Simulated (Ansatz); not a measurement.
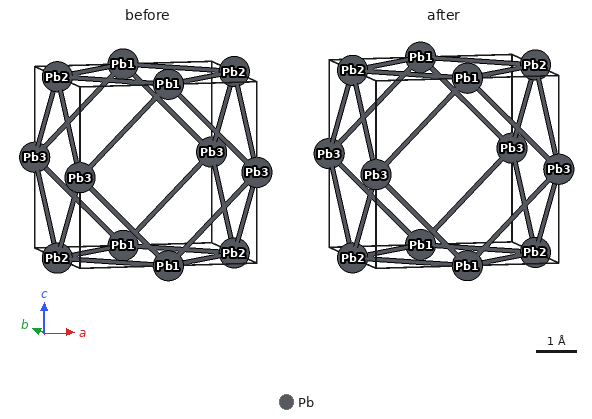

The structure of a crystal of Pb (a generated structure, set up in Pm-3m) (coarse preliminary run) before (left) and after (right) a relaxation, at one scale.

The picture is a ball-and-stick view of the cell of the calculation, seen slightly off an axis.

Theory: DFT PBE, scalar-relativistic, plane waves, PAW in Ansatz. Set-up: plane-wave cutoff 420 eV; k-point mesh 4 × 4 × 4; occupations gaussian; smearing width 0.1 eV; no spin polarisation; cell and atoms relaxed; force threshold 0.04 eV/Å; at most 70 steps.

### Summarise the run.

No atom moves by more than 0.005 Å relative to the cell. The drawn cell changes as follows: a = b = c 4.613 → 4.767 Å (+3.3 %); the volume changes by +10.3 %. Near-neighbour distances that change, for instance: Pb1–Pb2 3.262 → 3.371 Å. The space group stays Pm-3m (No. 221). The energy falls by 37.2 meV per atom in 2 accepted moves (3 points after the start). All forces vanish by symmetry, so only the cell relaxes. The pressure goes from 4.09 to −0.17 GPa. At 1 point the geometry stayed and the basis and grid were re-selected for the new cell (energy shift of 0.4 meV per atom at most each time). The run took 7 s on 1 thread of Arm Neoverse V1 (shared host), peak memory 0.33 GiB.
